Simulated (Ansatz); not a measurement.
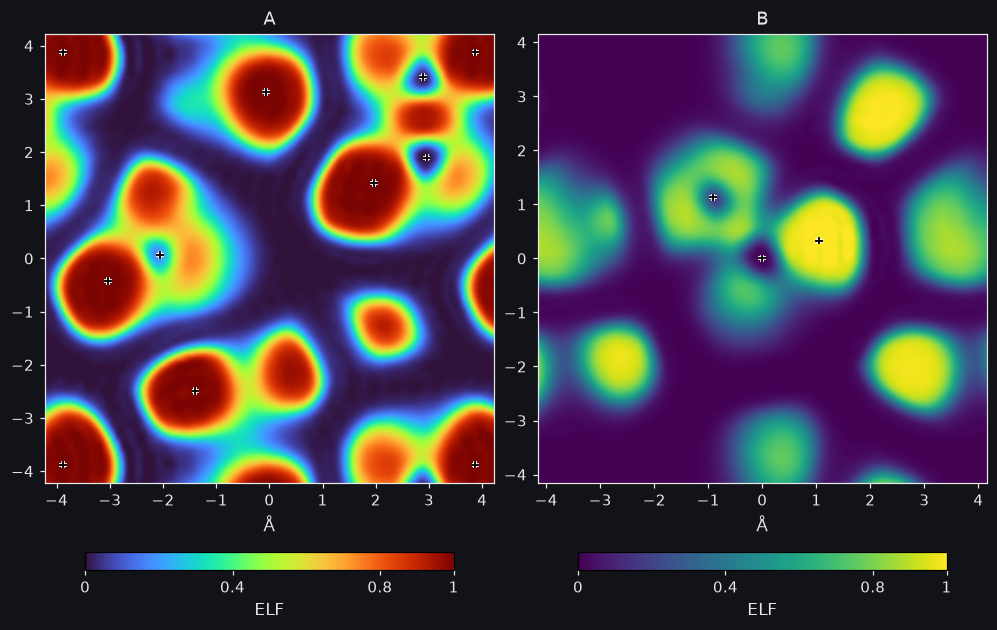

The ELF of 2 systems, each on a plane through atoms (crosses mark nuclei in the plane).

Theory: DFT PBE-D3(BJ), scalar-relativistic, plane waves, PAW (Ansatz 0.2.0).

System 1: H4CO (amorphous cell), the (010) plane of the calculation cell. 

```yaml
crystal:
  lattice:
    - [7.61856, 0.00000, 0.00000]
    - [0.00000, 7.61856, 0.00000]
    - [0.00000, 0.00000, 7.61856]
  atoms:
    - { symbol: C, position: [0.30663, 0.92067, 0.52456] }
    - { symbol: O, position: [0.29218, 0.79158, 0.66119] }
    - { symbol: H, position: [0.42622, 0.99636, 0.55153] }
    - { symbol: H, position: [0.19583, 0.71394, 0.63063] }
    - { symbol: H, position: [0.31782, 0.85810, 0.39486] }
    - { symbol: H, position: [0.19513, 0.01293, 0.52531] }
    - { symbol: C, position: [0.69472, 0.58268, 0.55288] }
    - { symbol: O, position: [0.62217, 0.47090, 0.42118] }
    - { symbol: H, position: [0.58491, 0.65331, 0.61400] }
    - { symbol: H, position: [0.71443, 0.39482, 0.36911] }
    - { symbol: H, position: [0.76252, 0.50695, 0.65611] }
    - { symbol: H, position: [0.78811, 0.67882, 0.49731] }
    - { symbol: C, position: [0.28829, 0.35941, 0.78501] }
    - { symbol: O, position: [0.29958, 0.18748, 0.85867] }
    - { symbol: H, position: [0.14837, 0.38503, 0.75929] }
    - { symbol: H, position: [0.42375, 0.16434, 0.88253] }
    - { symbol: H, position: [0.33614, 0.46082, 0.87637] }
    - { symbol: H, position: [0.35982, 0.36987, 0.65950] }
    - { symbol: C, position: [0.01738, 0.28329, 0.19690] }
    - { symbol: O, position: [0.84264, 0.23723, 0.25631] }
    - { symbol: H, position: [0.09093, 0.33391, 0.31081] }
    - { symbol: H, position: [0.77688, 0.19966, 0.15107] }
    - { symbol: H, position: [0.08660, 0.16871, 0.14310] }
    - { symbol: H, position: [0.01382, 0.38667, 0.09526] }
    - { symbol: C, position: [0.47945, 0.74331, 0.08284] }
    - { symbol: O, position: [0.39233, 0.61154, 0.18050] }
    - { symbol: H, position: [0.39146, 0.78727, 0.97751] }
    - { symbol: H, position: [0.47618, 0.56203, 0.26658] }
    - { symbol: H, position: [0.51308, 0.85851, 0.16562] }
    - { symbol: H, position: [0.60185, 0.69362, 0.02116] }
    - { symbol: C, position: [0.80246, 0.09614, 0.78906] }
    - { symbol: O, position: [0.68348, 0.10194, 0.93717] }
    - { symbol: H, position: [0.78560, 0.21902, 0.71637] }
    - { symbol: H, position: [0.66317, 0.98140, 0.97415] }
    - { symbol: H, position: [0.93995, 0.08403, 0.83227] }
    - { symbol: H, position: [0.76971, 0.98705, 0.70007] }
```

System 2: H10C3 (amorphous cell), the (100) plane of the calculation cell. 

```yaml
crystal:
  lattice:
    - [7.74731, 0.00000, 0.00000]
    - [0.00000, 7.74731, 0.00000]
    - [0.00000, 0.00000, 7.74731]
  atoms:
    - { symbol: C, position: [0.37173, 0.95995, 0.21622] }
    - { symbol: H, position: [0.50965, 0.93001, 0.21748] }
    - { symbol: H, position: [0.33773, 0.01413, 0.09061] }
    - { symbol: H, position: [0.34362, 0.05370, 0.31778] }
    - { symbol: H, position: [0.29748, 0.84161, 0.23724] }
    - { symbol: C, position: [0.60178, 0.39360, 0.40231] }
    - { symbol: H, position: [0.55722, 0.37762, 0.53460] }
    - { symbol: H, position: [0.51060, 0.47442, 0.33240] }
    - { symbol: H, position: [0.61164, 0.26727, 0.33954] }
    - { symbol: H, position: [0.72877, 0.45453, 0.40494] }
    - { symbol: C, position: [0.05777, 0.77371, 0.74842] }
    - { symbol: H, position: [0.94362, 0.69850, 0.71354] }
    - { symbol: H, position: [0.03516, 0.84035, 0.87080] }
    - { symbol: H, position: [0.08444, 0.86853, 0.64728] }
    - { symbol: H, position: [0.16830, 0.68726, 0.76184] }
    - { symbol: C, position: [0.02527, 0.36163, 0.17189] }
    - { symbol: C, position: [0.00442, 0.20375, 0.05615] }
    - { symbol: H, position: [0.07440, 0.47293, 0.09948] }
    - { symbol: H, position: [0.90141, 0.39911, 0.22806] }
    - { symbol: H, position: [0.11477, 0.33637, 0.27867] }
    - { symbol: H, position: [0.95538, 0.09251, 0.12891] }
    - { symbol: H, position: [0.91363, 0.22886, 0.95065] }
    - { symbol: H, position: [0.12780, 0.16604, 0.99831] }
    - { symbol: C, position: [0.61847, 0.03148, 0.83472] }
    - { symbol: C, position: [0.63657, 0.04034, 0.63936] }
    - { symbol: H, position: [0.63394, 0.15905, 0.89456] }
    - { symbol: H, position: [0.49048, 0.98308, 0.86937] }
    - { symbol: H, position: [0.71466, 0.94488, 0.89180] }
    - { symbol: H, position: [0.62325, 0.91342, 0.57793] }
    - { symbol: H, position: [0.53527, 0.12248, 0.58578] }
    - { symbol: H, position: [0.76143, 0.09596, 0.60070] }
    - { symbol: C, position: [0.52124, 0.57357, 0.03492] }
    - { symbol: C, position: [0.52381, 0.60328, 0.84083] }
    - { symbol: H, position: [0.54746, 0.69292, 0.10530] }
    - { symbol: H, position: [0.39516, 0.52596, 0.07873] }
    - { symbol: H, position: [0.61932, 0.47967, 0.07354] }
    - { symbol: H, position: [0.49743, 0.48320, 0.77113] }
    - { symbol: H, position: [0.42688, 0.69855, 0.80193] }
    - { symbol: H, position: [0.64988, 0.65161, 0.79903] }
```

Match each panel to its system.

Answer. Panel A is system 2, H10C3: the plane holds C and H. C–H (1.10 Å): the ELF climbs to about 1 towards the hydrogen, as it does in any bond to H (a covalent bond by its length). Panel B is system 1, H4CO: the plane holds C, O and H. C–H (1.10 Å): the ELF climbs to about 1 towards the hydrogen (a covalent bond by its length).
